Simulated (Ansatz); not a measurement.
Cu: geometry relaxation (part 2 of 2)

The same run, continued: Cu (slab, 6 atoms in the cell); DFT PBE, scalar-relativistic, plane waves, PAW, no spin polarisation (Ansatz 0.2.0); cutoff 420 eV, 15×15×1 k-mesh, Gaussian smearing of 0.1 eV. The structure derives from an entry of the Crystallography Open Database. It belongs to a series of runs on one base structure; here: (1 1 1) slab, atoms relaxed.

Geometry of the input (Å; fractional positions):
```
2.5666  0.0000  0.0000
-1.2833  2.2228  0.0000
0.0000  0.0000  25.4782
Cu 0.6667  0.3333  0.2944
Cu 0.3333  0.6667  0.3766
Cu 0.0000  0.0000  0.4589
Cu 0.6667  0.3333  0.5411
Cu 0.3333  0.6667  0.6234
Cu 0.0000  0.0000  0.7056
```

```
WARN: The output density's exchange-correlation potential varies sharply where the density is thin. Do not read a vacuum level from v_tot or v_xc, or from such a field of the output density. On a cell that repeats whose density bears no net charge and no dipole along the vacuum's axis use v_es (v_loc + v_h of the components); under efield.dipole_correction with no amplitude use v_es + v_field, which holds any external_charges[].barrier, or the levels of the report's work_function block, which leave it out; under a non-zero efield.amplitude the vacuum is tilted and has no level; on a cell that repeats and bears such a dipole with no correction it is tilted too, and efield.dipole_correction with no amplitude gives each side of its ramp a level where efield: is served; in a cell that repeats whose density bears a net charge (total_charge, or a fill off its count) it is curved and has none; of a slab under crystal.periodic whose density bears no net charge use v_es, which has a level on each side, short of where the two are joined; of another it falls or rises all the way out and has none; of a slab beside external_charges read slab_vacuum_level instead, which it has where they leave it neutral. The grid or the basis barely resolves most such structure, and the values can differ between equally converged runs; as a rule a tighter scf.convergence.dr2_threshold does not remove it. Where the density itself ripples (under the LDA too) a higher basis.ecutwfc lessens it. The files hold the spikes' plane waves up to the density's cutoff. Files: v_tot_of_output_density and the like, and their columns of v_z.tsv (output.write_potential); v_xc_of_output_density and the like, and their columns of v_comp_z.tsv (output.write_potential_components). Measured: with its Gaussian average of σ = 0.25 Å subtracted twice, the exchange-correlation potential is over 0.1 eV at 36 of the grid points where the equally averaged density (valence and model cores) is under 1e-3 e/Å³, and 0.175 eV at the most among them, at an averaged density of 2.4e-8 e/Å³. The input density's (outcome.potential() and, of a run that writes arrays, v_tot and v_xc) is over 0.1 eV, so measured, at 1124 points of its own thin density, 0.243 eV at the most. See output.write_potential in the manual, Limitations
SCF converged after 8 iterations
Free energy (F): -39750.087126 eV
Harris-Foulkes:  -39750.087126 eV  (|F-HF|=1.27e-7)
Internal energy: -39750.070033 eV  (E = F + TS)
E sigma→0 (E₀):  -39750.078579 eV
Entropy (-TS):   -0.017092 eV (-2.849 meV/atom)
Fermi energy:    5.750927 eV
Dipole field:    D = -0.000000 V/Å  (p = -0.000000 e·Å, saw-weighted, corrected)
Work function:   Φ+ = 4.8019 eV   Φ− = 4.8019 eV
Levels:          The Fermi level and band energies are counted from a zero that moves with the ramp; work functions are not
--- Per-component energies (eV) ---
  E_band       = -3395.723809
  E_kinetic    = 1797.734528
  E_local      = -254857.169949  (includes V_loc(G=0)·N_el)
  E_nonlocal   = 2343.976019
  E_hartree    = 125364.843277
  E_xc         = -534.601040
  E_vxc        = -689.628149  (∫ρ·V_xc dr)
  E_paw        = -9982.198533  (= ΣΔE_a)
  E_vpaw       = -2720.246724  (= ΣTr[D̂ρ^β])
  E_aug_tail   = 0.001631  (compensation charges beyond the density's cutoff)
  E_efield     = 0.000000  (sawtooth field / dipole correction)
  E_vefield    = 0.000000  (∫n·V_field dr)
  E_ewald      = 96117.344033
  E_smearing   = -0.017092  (= −TS)
  E_closure    = -0.000000  (closes the sum)
  Σ components = -39750.087126   (vs F -39750.087126, Δ=0.00e0)
--- Forces (eV/Å), atoms counted from 1 ---
  atom   1  Cu     0.00000000     0.00000000    -0.00102156
  atom   2  Cu    -0.00000000    -0.00000000     0.00059286
  atom   3  Cu    -0.00000000    -0.00000000     0.00018494
  atom   4  Cu     0.00000000     0.00000000    -0.00018494
  atom   5  Cu     0.00000000     0.00000000    -0.00059258
  atom   6  Cu    -0.00000000    -0.00000000     0.00102129
  max |Σ_I F_I| component: 7.34e-9 eV/Å
--- Band table (eV; the first three rows and the last of 27) ---
  k-point 0: bands = ["-106.8176", "-106.8114", "-106.7839", "-106.7838", "-106.4770", "-106.4770", "-64.2162", "-64.1821", "-64.1505", "-64.1505", "-64.1457", "-64.1432", "-64.1432", "-64.1302", "-64.1161", "-64.1161", "-64.1160", "-64.1160", "-63.8344", "-63.8344", "-63.8344", "-63.8344", "-63.8054", "-63.8054", "-3.3661", "-2.7292", "-1.7191", "-0.5404", "0.3980", "0.6985", "2.6305", "2.6348", "2.7668", "2.7668", "2.8132", "2.8132", "2.8200", "2.8591", "2.8591", "2.8997", "2.8997", "2.9463", "3.1455", "3.1455", "3.1613", "3.1613", "3.4359", "3.5836", "3.5836", "3.6369", "3.6369", "3.7601", "3.7601", "3.9471", "3.9471", "4.1662", "4.1662", "4.2079", "4.2079", "4.9498", "5.4363", "9.9687", "10.1427", "11.1983", "11.3938", "13.2121", "13.5264", "15.8588", "16.2548"]
  k-point 1: bands = ["-106.8171", "-106.8111", "-106.7836", "-106.7835", "-106.4766", "-106.4766", "-64.2152", "-64.1820", "-64.1534", "-64.1515", "-64.1499", "-64.1440", "-64.1421", "-64.1309", "-64.1193", "-64.1190", "-64.1169", "-64.1168", "-63.8377", "-63.8377", "-63.8353", "-63.8352", "-63.8050", "-63.8050", "-3.2241", "-2.5904", "-1.5858", "-0.4156", "0.5087", "0.7924", "2.5621", "2.5804", "2.7175", "2.7557", "2.8105", "2.8159", "2.8321", "2.8459", "2.9082", "2.9097", "2.9434", "2.9483", "3.0980", "3.1499", "3.1832", "3.2045", "3.2472", "3.5353", "3.5416", "3.6481", "3.6491", "3.7633", "3.8126", "3.9480", "3.9656", "4.0071", "4.1664", "4.2097", "4.2414", "5.2699", "5.8254", "10.0655", "10.2750", "11.3120", "11.5204", "13.3442", "13.6409", "15.9900", "16.3747"]
  k-point 2: bands = ["-106.8158", "-106.8102", "-106.7825", "-106.7825", "-106.4755", "-106.4755", "-64.2121", "-64.1826", "-64.1618", "-64.1585", "-64.1542", "-64.1462", "-64.1416", "-64.1343", "-64.1286", "-64.1256", "-64.1193", "-64.1191", "-63.8472", "-63.8472", "-63.8376", "-63.8376", "-63.8040", "-63.8040", "-2.8046", "-2.1817", "-1.1973", "-0.0594", "0.8178", "1.0528", "2.3804", "2.4687", "2.5605", "2.6235", "2.6935", "2.7693", "2.8882", "2.9271", "2.9524", "2.9560", "2.9939", "3.0486", "3.0620", "3.0857", "3.1313", "3.2671", "3.3220", "3.4509", "3.5066", "3.5856", "3.6549", "3.6815", "3.7734", "3.7887", "3.9489", "4.0785", "4.1663", "4.2145", "4.6831", "5.8928", "6.6556", "10.3558", "10.6720", "11.6652", "11.9008", "13.7400", "13.9875", "16.3822", "16.7331"]
  k-point 26: bands = ["-106.8045", "-106.8045", "-106.7745", "-106.7745", "-106.4673", "-106.4673", "-64.2114", "-64.2084", "-64.2084", "-64.1981", "-64.1821", "-64.1821", "-64.1702", "-64.1702", "-64.1534", "-64.1534", "-64.1422", "-64.1413", "-63.8890", "-63.8890", "-63.8885", "-63.8885", "-63.7965", "-63.7965", "1.7997", "1.7997", "1.8221", "1.9012", "1.9012", "1.9016", "1.9194", "2.0075", "2.0075", "2.1747", "2.1747", "2.5488", "2.5488", "2.6441", "2.7179", "3.0842", "3.0842", "3.1290", "3.1298", "3.4695", "3.4762", "3.4762", "3.6923", "3.6923", "4.0298", "4.0298", "4.0729", "4.1312", "4.1312", "4.1448", "9.0532", "9.0671", "9.0671", "9.4460", "9.4460", "10.0014", "10.2004", "10.8874", "10.8874", "11.1580", "12.0461", "12.0461", "13.5211", "13.5211", "14.5600"]
--- Relaxed structure (3 steps of the walk, 3 accepted, 0 SCFs on fresh bases) ---
  F+E_penalty+E_count = -39750.08712569 eV   max|allowed force component| = 1.022e-3 eV/Å
  atoms:
    - { symbol: Cu, position: [0.6666666666666666, 0.33333333333333337, 0.29507698727792164] }
    - { symbol: Cu, position: [0.3333333333333333, 0.6666666666666667, 0.37664130736996565] }
    - { symbol: Cu, position: [-7.413939268989928e-20, -3.706969634495114e-20, 0.45869912870330154] }
    - { symbol: Cu, position: [0.6666666666666666, 0.33333333333333337, 0.5413008705058443] }
    - { symbol: Cu, position: [0.3333333333333333, 0.6666666666666667, 0.623358691596369] }
    - { symbol: Cu, position: [-3.000999642035095e-19, -1.5004998210175289e-19, 0.704923014546598] }
```

**Trajectory as extended XYZ (Å, eV, eV/Å), 3 frames, from step=1 to step=3**
```
6
Lattice="2.5666 0.0000 0.0000 -1.2833 2.2228 0.0000 0.0000 0.0000 25.4782" Properties=species:S:1:pos:R:3:forces:R:3 step=1 energy=-39750.08582
Cu    1.2833    0.7409    7.5000    0.0000   0.0000   0.0606
Cu    0.0000    1.4818    9.5956    0.0000   0.0000  -0.0395
Cu    0.0000    0.0000   11.6913    0.0000   0.0000  -0.0540
Cu    1.2833    0.7409   13.7869    0.0000   0.0000   0.0540
Cu    0.0000    1.4818   15.8825    0.0000   0.0000   0.0395
Cu    0.0000    0.0000   17.9782    0.0000   0.0000  -0.0606
6
Lattice="2.5666 0.0000 0.0000 -1.2833 2.2228 0.0000 0.0000 0.0000 25.4782" Properties=species:S:1:pos:R:3:forces:R:3 step=2 energy=-39750.08664
Cu    1.2833    0.7409    7.5070    0.0000   0.0000   0.0378
Cu    0.0000    1.4818    9.5960    0.0000   0.0000  -0.0261
Cu    0.0000    0.0000   11.6894    0.0000   0.0000  -0.0310
Cu    1.2833    0.7409   13.7888    0.0000   0.0000   0.0310
Cu    0.0000    1.4818   15.8822    0.0000   0.0000   0.0261
Cu    0.0000    0.0000   17.9712    0.0000   0.0000  -0.0378
6
Lattice="2.5666 0.0000 0.0000 -1.2833 2.2228 0.0000 0.0000 0.0000 25.4782" Properties=species:S:1:pos:R:3:forces:R:3 step=3 energy=-39750.08713
Cu    1.2833    0.7409    7.5180    0.0000   0.0000  -0.0010
Cu    0.0000    1.4818    9.5961    0.0000   0.0000   0.0006
Cu    0.0000    0.0000   11.6868    0.0000   0.0000   0.0002
Cu    1.2833    0.7409   13.7914    0.0000   0.0000  -0.0002
Cu    0.0000    1.4818   15.8820    0.0000   0.0000  -0.0006
Cu    0.0000    0.0000   17.9602    0.0000   0.0000   0.0010
```

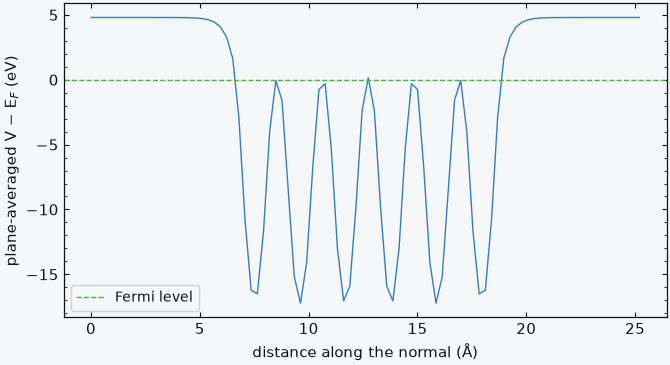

**Figure 1.** Plane average of the electrostatic potential energy of an electron across the cell, from the Fermi level. The vacuum level lies 4.80 eV above the Fermi level.

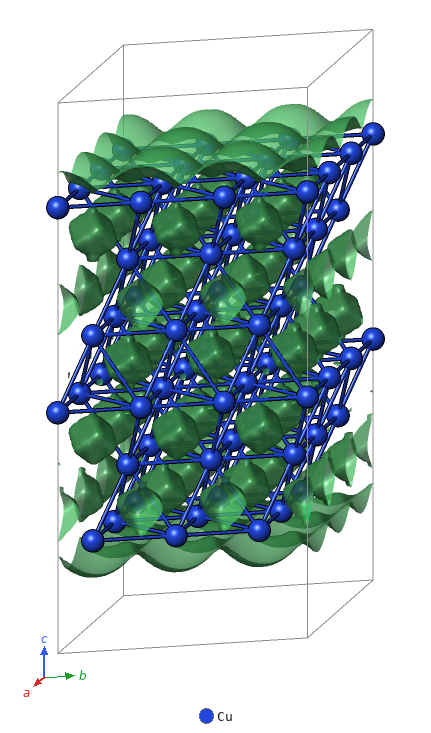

**Figure 2.** Isosurface of the valence pseudo-density at 0.2 e/Å³ (green), seen slightly off an axis. Sticks mark near contacts. At this value the density is joined into sheets; it holds about 100 % of the electrons treated as valence (semicore included). On the grid the lowest density along these lines, outside the cores, is 0.27 e/Å³ (Cu–Cu, 2.55 Å). The fields are those of the smooth PAW valence density.

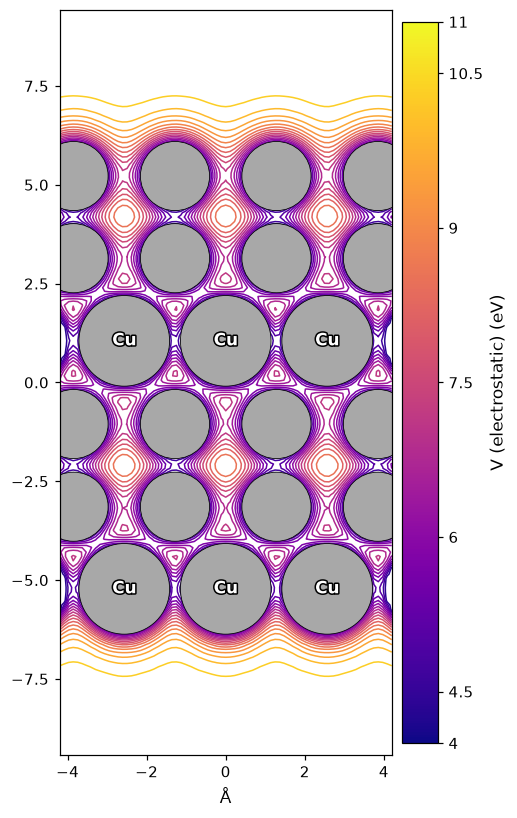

**Figure 3.** Electrostatic potential energy of an electron on the (010) plane of the calculation cell, a cut from vacuum to vacuum. Grey discs, where drawn, cover atomic cores.

**Summary**

| quantity | value |
| --- | --- |
| outcome | converged |
| electrons treated | 114 |
| free energy | −39750.0871 eV |
| work function, top face | 4.80 eV |
| work function, bottom face | 4.80 eV |
| Fermi energy | 5.751 eV |
| gap on the k-point mesh | none (metallic) |
| final volume | 145.35 Å³ |
| work function (upper face) | 4.80 eV |
| largest force (length of the vector) at the end | 0.001 eV/Å |
| wall time | 3.8 min |
| peak memory | 0.52 GiB |

**Notes**

The program warns: the exchange-correlation potential is rough where the density is thin.
